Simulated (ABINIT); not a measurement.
# SiC (F-43m): a self-consistent loop beyond G0W0, cycle by cycle

How far does self-consistency move the gap of SiC (F-43m)?

Calculated with ABINIT 10.8.3; PBE and many-body steps on it, plane waves.

**What was measured.**

- Gap 2.4 eV: Tauc optical (indirect) gap of annealed polycrystalline 3C-SiC; UV-VIS spectroscopic ellipsometry, Tauc analysis; film (CVD ultrathin polycrystalline film, annealed, about 5 nm grains) (“On-Demand CMOS-Compatible Fabrication of Ultrathin Self-Aligned SiC Nanowire Arrays”, 2018, pmc:6267454).

- Gap 2.39 eV: band gap at cryogenic temperature; bulk crystal (literature value) (quoted in “Silicon carbide diodes for neutron detection”, 2020, arxiv:2009.14696).

This is a report of a sequence of runs, with most program output left out.

## (1) Starting point

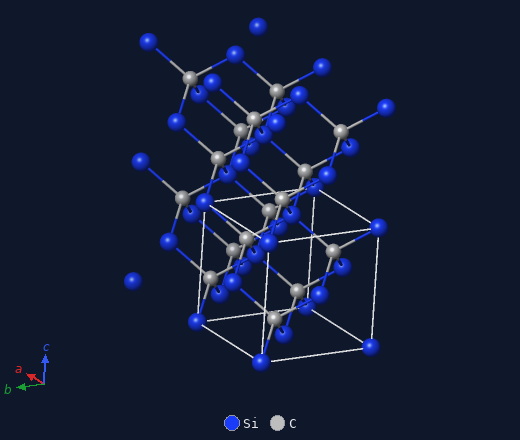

Start, viewed from a free direction; silicon blue, carbon light grey. 2×1×2 cells are drawn. This picture shows the conventional cell, with its axes. Bonds to atoms that aren't drawn are left out. Some periodic images of atoms are drawn too.

The cell and positions come from the Crystallography Open Database and are kept as given unless a step says otherwise.

## (2) Empty states on the mesh, 6×6×6 mesh, 107 bands

This step: ABINIT 10.8.3; DFT, PBE, plane waves, norm-conserving pseudopotentials.

The sums over transitions need many empty states on a uniform mesh; this step solves for them.

Contents of run.abi:

```
acell 3*1.0 Angstrom
rprim 
  -0.000000000000 2.179000000000 2.179000000000
  2.179000000000 0.000000000000 2.179000000000
  2.179000000000 2.179000000000 -0.000000000000
ntypat 2
znucl 14 6
natom 2
typat 1 2
xred 
  0.000000000000 0.000000000000 0.000000000000
  0.250000000000 0.250000000000 0.250000000000
pp_dirpath "pseudos"
pseudos "Si.upf, C.upf"
ecut 37
ngkpt 6 6 6
nshiftk 1
shiftk 0 0 0
kptopt 1
chksymbreak 0
irdden 1
istwfk *1
nband 107
prtvol 0
optdriver 6
gwr_task "HDIAGO"
paral_kgb 0
occopt 1
indata_prefix "in"
outdata_prefix "out"
tmpdata_prefix "tmp"
```

On the command line:

```console
OMP_NUM_THREADS=1 mpirun -n 8 abinit run.abi > log
```

Run time: 12 s. Hardware: 8 MPI ranks of AMD EPYC 7R43, shared host; peak memory 1.5 GiB; 90 s of CPU time.

This step gave:

```yaml
gap: 1.361 eV
k_of_the_valence_top: 0, 0, 0
k_of_the_conduction_bottom: 0.5, 0.5, 0
least_direct_gap: 4.553 eV
k_points_computed: 16
lowest_point_of_the_top_converged_band_above_the_valence_top: 141.1380 eV
```

On this mesh the gap is 1.361 eV.

The density comes from a self-consistent run that is not shown.

## (3) Screening, 6×6×6 mesh, 99 bands, screening to 217.7 eV

The RPA dielectric matrix is built and inverted for each q.

This step: RPA screening on PBE, plane waves, norm-conserving pseudopotentials.

run.abi, as its differences from that of step 2:

```diff
@@ -20,10 +20,11 @@
 chksymbreak 0
-irdden 1
 istwfk *1
-nband 107
-prtvol 0
-optdriver 6
-gwr_task "HDIAGO"
-paral_kgb 0
 occopt 1
+irdwfk 1
+optdriver 3
+nband 99
+ecuteps 8
+inclvkb 2
+awtr 1
+symchi 1
 indata_prefix "in"
```

The job ended after 38 s (8 MPI ranks; peak memory 1.2 GiB; 5 min of CPU time).

This step gave:

```
ε∞ with local fields, on this mesh, along the program's q direction : 7.082
the same without local fields                                       : 7.743
plasma frequency                                                    : 23.09 eV
plane waves in the screening matrix                                 : 169
```

Local fields lower ε∞ by 9 %.

## (4) G0W0

The self-energy is evaluated for the states that the input lists, and the levels follow from it, in one-shot runs by the linearised quasiparticle equation.

This step: G0W0 on PBE, plane waves, norm-conserving pseudopotentials.

run.abi, as its differences from that of step 3:

```diff
@@ -23,8 +23,17 @@
 irdwfk 1
-optdriver 3
+optdriver 4
 nband 99
+gwcalctyp 0
+ecutsigx 37
+symsigma 1
+nkptgw 2
+kptgw 
+  0.0000000000 0.0000000000 0.0000000000
+  0.5000000000 0.5000000000 0.0000000000
+bdgw 
+  2 8
+  3 6
 ecuteps 8
-inclvkb 2
-awtr 1
-symchi 1
+irdscr 1
+ppmodel 1
 indata_prefix "in"
```

The job ended after 14 s (8 MPI ranks; peak memory 1.2 GiB).

Numbers from this step:

```
G0W0 gap on the points computed              : 2.086 eV
starting gap on the mesh                     : 1.361 eV
k of the valence top                         : 0, 0, 0
k of the conduction bottom                   : 0.5, 0.5, 0
Z at the valence top                         : 0.792
Z at the conduction bottom                   : 0.82
least direct G0W0 gap on the computed points : 5.586 eV
```

The gap on the mesh goes from 1.36 eV to 2.09 eV, a correction of +0.72 eV.

## (5) QSGW, cycle 1

This step: QSGW on PBE, plane waves, norm-conserving pseudopotentials.

run.abi, as its differences from that of step 4:

```diff
@@ -25,12 +25,40 @@
 nband 99
-gwcalctyp 0
+gwcalctyp 28
 ecutsigx 37
-symsigma 1
-nkptgw 2
+symsigma 0
+nkptgw 16
 kptgw 
   0.0000000000 0.0000000000 0.0000000000
+  0.1666666667 0.0000000000 0.0000000000
+  0.3333333333 0.0000000000 0.0000000000
+  0.5000000000 0.0000000000 0.0000000000
+  0.1666666667 0.1666666667 0.0000000000
+  0.3333333333 0.1666666667 0.0000000000
+  0.5000000000 0.1666666667 0.0000000000
+  -0.3333333333 0.1666666667 0.0000000000
+  -0.1666666667 0.1666666667 0.0000000000
+  0.3333333333 0.3333333333 0.0000000000
+  0.5000000000 0.3333333333 0.0000000000
+  -0.3333333333 0.3333333333 0.0000000000
   0.5000000000 0.5000000000 0.0000000000
+  0.5000000000 0.3333333333 0.1666666667
+  -0.3333333333 0.3333333333 0.1666666667
+  -0.3333333333 0.5000000000 0.1666666667
 bdgw 
-  2 8
-  3 6
+  1 14
+  1 14
+  1 14
+  1 14
+  1 14
+  1 14
+  1 14
+  1 14
+  1 14
+  1 14
+  1 14
+  1 14
+  1 14
+  1 14
+  1 14
+  1 14
 ecuteps 8
@@ -38,2 +66,3 @@
 ppmodel 1
+rhoqpmix 0.3
 indata_prefix "in"
```

Wall time 8.2 min (8 MPI ranks); peak memory 2 GiB.

Numbers from this step:

```yaml
quasiparticle_gap_on_the_mesh: 2.276 eV
gap_of_the_density_functional_on_the_mesh: 1.361 eV
k_of_the_valence_top: 0, 0, 0
k_of_the_conduction_bottom: 0.5, 0.5, 0
z_at_the_valence_top: 1
z_at_the_conduction_bottom: 1
least_direct_quasiparticle_gap_on_the_computed_points: 5.873 eV
```

Against G0W0 in ABINIT (6×6×6 mesh, 99 bands, screening to 217.7 eV, Godby-Needs plasmon pole), the gap moves by +0.190 eV.

## (6) Screening, 6×6×6 mesh, 99 bands, screening to 217.7 eV

This step: RPA screening on PBE, plane waves, norm-conserving pseudopotentials.

Contents of run.abi:

```
acell 3*1.0 Angstrom
rprim 
  -0.000000000000 2.179000000000 2.179000000000
  2.179000000000 0.000000000000 2.179000000000
  2.179000000000 2.179000000000 -0.000000000000
ntypat 2
znucl 14 6
natom 2
typat 1 2
xred 
  0.000000000000 0.000000000000 0.000000000000
  0.250000000000 0.250000000000 0.250000000000
pp_dirpath "pseudos"
pseudos "Si.upf, C.upf"
ecut 37
ngkpt 6 6 6
nshiftk 1
shiftk 0 0 0
kptopt 1
chksymbreak 0
istwfk *1
occopt 1
irdwfk 1
optdriver 3
nband 99
ecuteps 8
inclvkb 2
awtr 1
symchi 1
gwcalctyp 28
mbpt_sciss 1.338 eV
nqptdm 1
qptdm 
  0 0 0
indata_prefix "in"
outdata_prefix "out"
tmpdata_prefix "tmp"
```

It took 5 s on 8 MPI ranks; peak memory 0.43 GiB; 36 s of CPU time.

This step gave:

| Item | Value |
| --- | --- |
| ε∞ with local fields, on this mesh, along the program's q direction | 6.176 |
| the same without local fields | 6.688 |
| plasma frequency | 23.09 eV |
| plane waves in the screening matrix | 169 |

This screening uses the functional's bands under a rigid shift, the mean opening of the cycle before.

## (7) Screening, 6×6×6 mesh, 99 bands, screening to 217.7 eV

This step: RPA screening on PBE from quasiparticle energies and orbitals, plane waves, norm-conserving pseudopotentials.

run.abi, as its differences from that of step 6:

```diff
@@ -29,7 +29,21 @@
 symchi 1
+irdqps 1
 gwcalctyp 28
-mbpt_sciss 1.338 eV
-nqptdm 1
+nqptdm 15
 qptdm 
-  0 0 0
+  0.1666666667 0.0000000000 0.0000000000
+  0.3333333333 0.0000000000 0.0000000000
+  0.5000000000 0.0000000000 0.0000000000
+  0.1666666667 0.1666666667 0.0000000000
+  0.3333333333 0.1666666667 0.0000000000
+  0.5000000000 0.1666666667 0.0000000000
+  -0.3333333333 0.1666666667 0.0000000000
+  -0.1666666667 0.1666666667 0.0000000000
+  0.3333333333 0.3333333333 0.0000000000
+  0.5000000000 0.3333333333 0.0000000000
+  -0.3333333333 0.3333333333 0.0000000000
+  0.5000000000 0.5000000000 0.0000000000
+  0.5000000000 0.3333333333 0.1666666667
+  -0.3333333333 0.3333333333 0.1666666667
+  -0.3333333333 0.5000000000 0.1666666667
 indata_prefix "in"
```

Contents of mrgscr.stdin:

```
2
merged
q0_SCR
out_SCR
1
```

On the command line:

```console
OMP_NUM_THREADS=1 mpirun -n 8 abinit run.abi > log; mrgscr < mrgscr.stdin
```

Wall time 33 s (8 MPI ranks); peak memory 1.1 GiB; 4.4 min of CPU time.

Numbers from this step:

```yaml
plasma_frequency: 23.09 eV
plane_waves_in_the_screening_matrix: 169
```

This screening reads the quasiparticle levels of the cycle before.

## (8) QSGW, cycle 2

The corrected levels of the last cycle go back in.

This step: QSGW on PBE, plane waves, norm-conserving pseudopotentials.

run.abi, as its differences from that of step 7:

```diff
@@ -23,12 +23,10 @@
 irdwfk 1
-optdriver 3
+optdriver 4
 nband 99
-ecuteps 8
-inclvkb 2
-awtr 1
-symchi 1
-irdqps 1
 gwcalctyp 28
-nqptdm 15
-qptdm 
+ecutsigx 37
+symsigma 0
+nkptgw 16
+kptgw 
+  0.0000000000 0.0000000000 0.0000000000
   0.1666666667 0.0000000000 0.0000000000
@@ -48,2 +46,24 @@
   -0.3333333333 0.5000000000 0.1666666667
+bdgw 
+  1 14
+  1 14
+  1 14
+  1 14
+  1 14
+  1 14
+  1 14
+  1 14
+  1 14
+  1 14
+  1 14
+  1 14
+  1 14
+  1 14
+  1 14
+  1 14
+ecuteps 8
+irdscr 1
+ppmodel 1
+irdqps 1
+rhoqpmix 0.3
 indata_prefix "in"
```

On the command line:

```console
OMP_NUM_THREADS=1 mpirun -n 8 abinit run.abi > log
```

It took 7.7 min on 8 MPI ranks; peak memory 2 GiB.

This step gave:

```
quasiparticle gap on the mesh                         : 2.374 eV
gap of the density functional on the mesh             : 1.361 eV
k of the valence top                                  : 0, 0, 0
k of the conduction bottom                            : 0.5, 0.5, 0
least direct quasiparticle gap on the computed points : 5.987 eV
```

Against the cycle before, the gap moves by +0.098 eV.

## (9) Screening, 6×6×6 mesh, 99 bands, screening to 217.7 eV

This step: RPA screening on PBE, plane waves, norm-conserving pseudopotentials.

Contents of run.abi:

```
acell 3*1.0 Angstrom
rprim 
  -0.000000000000 2.179000000000 2.179000000000
  2.179000000000 0.000000000000 2.179000000000
  2.179000000000 2.179000000000 -0.000000000000
ntypat 2
znucl 14 6
natom 2
typat 1 2
xred 
  0.000000000000 0.000000000000 0.000000000000
  0.250000000000 0.250000000000 0.250000000000
pp_dirpath "pseudos"
pseudos "Si.upf, C.upf"
ecut 37
ngkpt 6 6 6
nshiftk 1
shiftk 0 0 0
kptopt 1
chksymbreak 0
istwfk *1
occopt 1
irdwfk 1
optdriver 3
nband 99
ecuteps 8
inclvkb 2
awtr 1
symchi 1
gwcalctyp 28
mbpt_sciss 1.458 eV
nqptdm 1
qptdm 
  0 0 0
indata_prefix "in"
outdata_prefix "out"
tmpdata_prefix "tmp"
```

Run time: 3.8 s. Hardware: 8 MPI ranks; peak memory 0.81 GiB.

This step gave:

| Quantity | Value |
| --- | --- |
| ε∞ with local fields, on this mesh, along the program's q direction | 6.109 |
| the same without local fields | 6.610 |
| plasma frequency | 23.09 eV |
| plane waves in the screening matrix | 169 |

This screening uses the functional's bands under a rigid shift, the mean opening of the cycle before.

## (10) Screening, 6×6×6 mesh, 99 bands, screening to 217.7 eV

This step: RPA screening on PBE from quasiparticle energies and orbitals, plane waves, norm-conserving pseudopotentials.

run.abi, as its differences from that of step 9:

```diff
@@ -29,7 +29,21 @@
 symchi 1
+irdqps 1
 gwcalctyp 28
-mbpt_sciss 1.458 eV
-nqptdm 1
+nqptdm 15
 qptdm 
-  0 0 0
+  0.1666666667 0.0000000000 0.0000000000
+  0.3333333333 0.0000000000 0.0000000000
+  0.5000000000 0.0000000000 0.0000000000
+  0.1666666667 0.1666666667 0.0000000000
+  0.3333333333 0.1666666667 0.0000000000
+  0.5000000000 0.1666666667 0.0000000000
+  -0.3333333333 0.1666666667 0.0000000000
+  -0.1666666667 0.1666666667 0.0000000000
+  0.3333333333 0.3333333333 0.0000000000
+  0.5000000000 0.3333333333 0.0000000000
+  -0.3333333333 0.3333333333 0.0000000000
+  0.5000000000 0.5000000000 0.0000000000
+  0.5000000000 0.3333333333 0.1666666667
+  -0.3333333333 0.3333333333 0.1666666667
+  -0.3333333333 0.5000000000 0.1666666667
 indata_prefix "in"
```

mrgscr.stdin is that of step 7.

On the command line:

```console
OMP_NUM_THREADS=1 mpirun -n 8 abinit run.abi > log; mrgscr < mrgscr.stdin
```

It took 28 s on 8 MPI ranks; peak memory 1.1 GiB; 3.7 min of CPU time.

This step gave:

```yaml
plasma_frequency: 23.09 eV
plane_waves_in_the_screening_matrix: 169
```

This screening reads the quasiparticle levels of the cycle before.

## (11) QSGW, cycle 3

This step: QSGW on PBE, plane waves, norm-conserving pseudopotentials.

run.abi, as its differences from that of step 10:

```diff
@@ -23,12 +23,10 @@
 irdwfk 1
-optdriver 3
+optdriver 4
 nband 99
-ecuteps 8
-inclvkb 2
-awtr 1
-symchi 1
-irdqps 1
 gwcalctyp 28
-nqptdm 15
-qptdm 
+ecutsigx 37
+symsigma 0
+nkptgw 16
+kptgw 
+  0.0000000000 0.0000000000 0.0000000000
   0.1666666667 0.0000000000 0.0000000000
@@ -48,2 +46,24 @@
   -0.3333333333 0.5000000000 0.1666666667
+bdgw 
+  1 14
+  1 14
+  1 14
+  1 14
+  1 14
+  1 14
+  1 14
+  1 14
+  1 14
+  1 14
+  1 14
+  1 14
+  1 14
+  1 14
+  1 14
+  1 14
+ecuteps 8
+irdscr 1
+ppmodel 1
+irdqps 1
+rhoqpmix 0.3
 indata_prefix "in"
```

On the command line:

```console
OMP_NUM_THREADS=1 mpirun -n 8 abinit run.abi > log
```

Run time: 8.1 min. Hardware: 8 MPI ranks; peak memory 2 GiB.

Numbers from this step:

| Quantity | Value |
| --- | --- |
| quasiparticle gap on the mesh | 2.504 eV |
| gap of the density functional on the mesh | 1.361 eV |
| k of the valence top | 0, 0, 0 |
| k of the conduction bottom | 0.5, 0.5, 0 |
| least direct quasiparticle gap on the computed points | 6.09 eV |

Against the cycle before, the gap moves by +0.130 eV.

## (12) Screening, 6×6×6 mesh, 99 bands, screening to 217.7 eV

This step: RPA screening on PBE, plane waves, norm-conserving pseudopotentials.

Contents of run.abi:

```
acell 3*1.0 Angstrom
rprim 
  -0.000000000000 2.179000000000 2.179000000000
  2.179000000000 0.000000000000 2.179000000000
  2.179000000000 2.179000000000 -0.000000000000
ntypat 2
znucl 14 6
natom 2
typat 1 2
xred 
  0.000000000000 0.000000000000 0.000000000000
  0.250000000000 0.250000000000 0.250000000000
pp_dirpath "pseudos"
pseudos "Si.upf, C.upf"
ecut 37
ngkpt 6 6 6
nshiftk 1
shiftk 0 0 0
kptopt 1
chksymbreak 0
istwfk *1
occopt 1
irdwfk 1
optdriver 3
nband 99
ecuteps 8
inclvkb 2
awtr 1
symchi 1
gwcalctyp 28
mbpt_sciss 1.557 eV
nqptdm 1
qptdm 
  0 0 0
indata_prefix "in"
outdata_prefix "out"
tmpdata_prefix "tmp"
```

Wall time 4.3 s (8 MPI ranks); peak memory 0.4 GiB; 31 s of CPU time.

Numbers from this step:

| Item | Value |
| --- | --- |
| ε∞ with local fields, on this mesh, along the program's q direction | 6.055 |
| the same without local fields | 6.548 |
| plasma frequency | 23.09 eV |
| plane waves in the screening matrix | 169 |

This screening uses the functional's bands under a rigid shift, the mean opening of the cycle before.

## (13) Screening, 6×6×6 mesh, 99 bands, screening to 217.7 eV

This step: RPA screening on PBE from quasiparticle energies and orbitals, plane waves, norm-conserving pseudopotentials.

run.abi, as its differences from that of step 12:

```diff
@@ -29,7 +29,21 @@
 symchi 1
+irdqps 1
 gwcalctyp 28
-mbpt_sciss 1.557 eV
-nqptdm 1
+nqptdm 15
 qptdm 
-  0 0 0
+  0.1666666667 0.0000000000 0.0000000000
+  0.3333333333 0.0000000000 0.0000000000
+  0.5000000000 0.0000000000 0.0000000000
+  0.1666666667 0.1666666667 0.0000000000
+  0.3333333333 0.1666666667 0.0000000000
+  0.5000000000 0.1666666667 0.0000000000
+  -0.3333333333 0.1666666667 0.0000000000
+  -0.1666666667 0.1666666667 0.0000000000
+  0.3333333333 0.3333333333 0.0000000000
+  0.5000000000 0.3333333333 0.0000000000
+  -0.3333333333 0.3333333333 0.0000000000
+  0.5000000000 0.5000000000 0.0000000000
+  0.5000000000 0.3333333333 0.1666666667
+  -0.3333333333 0.3333333333 0.1666666667
+  -0.3333333333 0.5000000000 0.1666666667
 indata_prefix "in"
```

mrgscr.stdin is that of step 10.

On the command line:

```console
OMP_NUM_THREADS=1 mpirun -n 8 abinit run.abi > log; mrgscr < mrgscr.stdin
```

It took 29 s on 8 MPI ranks; peak memory 1.1 GiB; 3.8 min of CPU time.

Numbers from this step:

| Item | Value |
| --- | --- |
| plasma frequency | 23.09 eV |
| plane waves in the screening matrix | 169 |

This screening reads the quasiparticle levels of the cycle before.

## (14) QSGW, cycle 4

This step: QSGW on PBE, plane waves, norm-conserving pseudopotentials.

run.abi, as its differences from that of step 13:

```diff
@@ -23,12 +23,10 @@
 irdwfk 1
-optdriver 3
+optdriver 4
 nband 99
-ecuteps 8
-inclvkb 2
-awtr 1
-symchi 1
-irdqps 1
 gwcalctyp 28
-nqptdm 15
-qptdm 
+ecutsigx 37
+symsigma 0
+nkptgw 16
+kptgw 
+  0.0000000000 0.0000000000 0.0000000000
   0.1666666667 0.0000000000 0.0000000000
@@ -48,2 +46,24 @@
   -0.3333333333 0.5000000000 0.1666666667
+bdgw 
+  1 14
+  1 14
+  1 14
+  1 14
+  1 14
+  1 14
+  1 14
+  1 14
+  1 14
+  1 14
+  1 14
+  1 14
+  1 14
+  1 14
+  1 14
+  1 14
+ecuteps 8
+irdscr 1
+ppmodel 1
+irdqps 1
+rhoqpmix 0.3
 indata_prefix "in"
```

On the command line:

```console
OMP_NUM_THREADS=1 mpirun -n 8 abinit run.abi > log
```

It took 6.7 min on 8 MPI ranks; peak memory 2 GiB; 54 min of CPU time.

Numbers from this step:

* quasiparticle gap on the mesh: 2.562 eV
* gap of the density functional on the mesh: 1.361 eV
* k of the valence top: 0, 0, 0
* k of the conduction bottom: 0.5, 0.5, 0
* least direct quasiparticle gap on the computed points: 6.135 eV

Against the cycle before, the gap moves by +0.058 eV.

## (15) Screening, 6×6×6 mesh, 99 bands, screening to 217.7 eV

This step: RPA screening on PBE, plane waves, norm-conserving pseudopotentials.

Contents of run.abi:

```
acell 3*1.0 Angstrom
rprim 
  -0.000000000000 2.179000000000 2.179000000000
  2.179000000000 0.000000000000 2.179000000000
  2.179000000000 2.179000000000 -0.000000000000
ntypat 2
znucl 14 6
natom 2
typat 1 2
xred 
  0.000000000000 0.000000000000 0.000000000000
  0.250000000000 0.250000000000 0.250000000000
pp_dirpath "pseudos"
pseudos "Si.upf, C.upf"
ecut 37
ngkpt 6 6 6
nshiftk 1
shiftk 0 0 0
kptopt 1
chksymbreak 0
istwfk *1
occopt 1
irdwfk 1
optdriver 3
nband 99
ecuteps 8
inclvkb 2
awtr 1
symchi 1
gwcalctyp 28
mbpt_sciss 1.604 eV
nqptdm 1
qptdm 
  0 0 0
indata_prefix "in"
outdata_prefix "out"
tmpdata_prefix "tmp"
```

Run time: 3.1 s. Hardware: 8 MPI ranks; peak memory 0.59 GiB.

Numbers from this step:

* ε∞ with local fields, on this mesh, along the program's q direction: 6.030
* the same without local fields: 6.518
* plasma frequency: 23.09 eV
* plane waves in the screening matrix: 169

This screening uses the functional's bands under a rigid shift, the mean opening of the cycle before.

## (16) Screening, 6×6×6 mesh, 99 bands, screening to 217.7 eV

This step: RPA screening on PBE from quasiparticle energies and orbitals, plane waves, norm-conserving pseudopotentials.

run.abi, as its differences from that of step 15:

```diff
@@ -29,7 +29,21 @@
 symchi 1
+irdqps 1
 gwcalctyp 28
-mbpt_sciss 1.604 eV
-nqptdm 1
+nqptdm 15
 qptdm 
-  0 0 0
+  0.1666666667 0.0000000000 0.0000000000
+  0.3333333333 0.0000000000 0.0000000000
+  0.5000000000 0.0000000000 0.0000000000
+  0.1666666667 0.1666666667 0.0000000000
+  0.3333333333 0.1666666667 0.0000000000
+  0.5000000000 0.1666666667 0.0000000000
+  -0.3333333333 0.1666666667 0.0000000000
+  -0.1666666667 0.1666666667 0.0000000000
+  0.3333333333 0.3333333333 0.0000000000
+  0.5000000000 0.3333333333 0.0000000000
+  -0.3333333333 0.3333333333 0.0000000000
+  0.5000000000 0.5000000000 0.0000000000
+  0.5000000000 0.3333333333 0.1666666667
+  -0.3333333333 0.3333333333 0.1666666667
+  -0.3333333333 0.5000000000 0.1666666667
 indata_prefix "in"
```

mrgscr.stdin is that of step 13.

On the command line:

```console
OMP_NUM_THREADS=1 mpirun -n 8 abinit run.abi > log; mrgscr < mrgscr.stdin
```

It took 19 s on 8 MPI ranks; peak memory 1.1 GiB; 2.5 min of CPU time.

Numbers from this step:

```yaml
plasma_frequency: 23.09 eV
plane_waves_in_the_screening_matrix: 169
```

This screening reads the quasiparticle levels of the cycle before.

[end of part 1 of 2]

[Paths, hosts, dates, memory and timing lines, banners, echoed tables and standing remarks are left out of the program output.]

[Logs are printed without paths, hosts, clocks, repeated set-up lines and the standing remarks that a program may print on its own settings, such as how far it seeks lower states.]

[Runs of the session that timed out or met a known fault of the program may be left out.]

[Hosts, paths, dates, database ids (printed as entryN), source tags and the programs' standing remarks are cut or masked in the printed files.]

[G0W0 gaps are taken among the corrected bands and points alone; a level outside them can change the order at an edge.]

[Where Ansatz stands beside ABINIT at settings called matched, ABINIT's density can come from a denser mesh and the files from another edition; pairs whose starting gaps differed by over 0.03 eV were left out, so agreement reads better than it is.]
